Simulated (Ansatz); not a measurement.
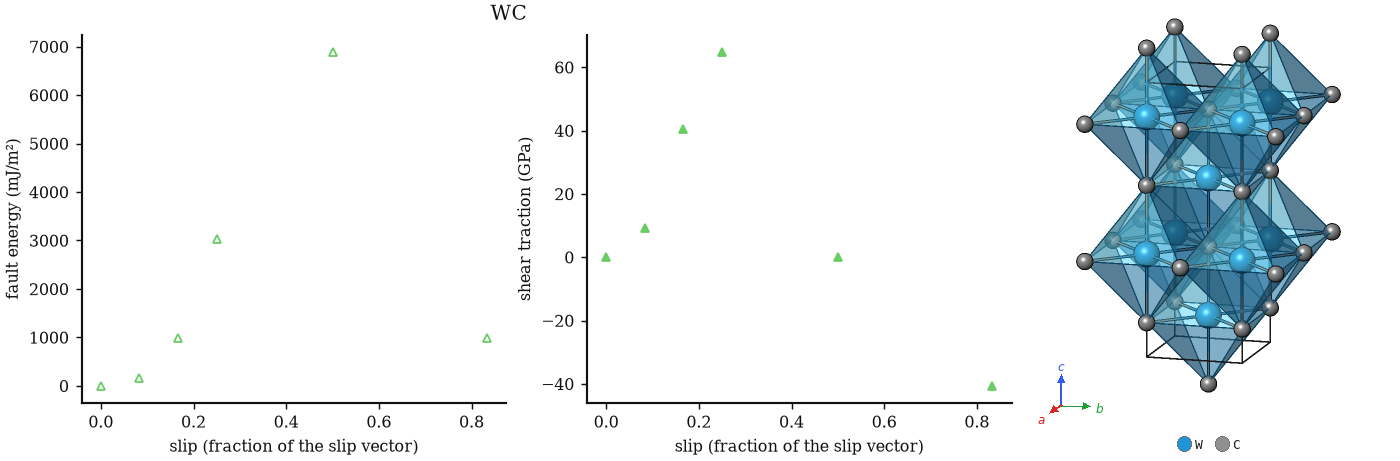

Plotted: fault energy and shear traction against slip for WC, space group Fm-3m (No. 225). The cell is drawn beside the plot.

Starting cell:
```xyz
8
Lattice="-2.1824 -2.1824 0.0000 2.1824 -2.1824 0.0000 0.0000 0.0000 8.7297" Properties=species:S:1:pos:R:3 pbc="T T T"
W     0.0000   -2.1824    1.0912
W     0.0000    0.0000    3.2736
W     0.0000   -2.1824    5.4560
W     0.0000    0.0000    7.6385
C     0.0000    0.0000    1.0912
C     0.0000   -2.1824    3.2736
C     0.0000    0.0000    5.4560
C     0.0000   -2.1824    7.6385
```

Method: rigid slide of a crystal across a plane by tilting cell vector c, one fault a cell, unrelaxed, by plane-wave density functional theory with PAW datasets, free energies less that of the undisturbed cell; scalar-relativistic (Ansatz 0.2.0). Level: r2SCAN, no spin polarisation.

```tsv
setting	value
wave cutoff	500 eV
k mesh	19×19×7
occupations	Gaussian
smearing width	0.15 eV
k shift	(0, 0, 0) (mesh steps)
start	relaxed
height of the cut	0 (fraction of cell vector c)
slip vector	(1, -1) (multiples of cell vectors a and b)
```

The points at slip 0.6667 and 0.8333 follow from computed ones by symmetry.

The points at slip 0.3333 and 0.6667 are left out of the plot. What values does the calculation give there?

```csv
slip (fraction of the slip vector),fault energy (mJ/m²),shear traction (GPa)
0.3333,5147.2,48
0.6667,5147.2,-48
```

Limits of the calculation: atoms far too close at some points of the scan.
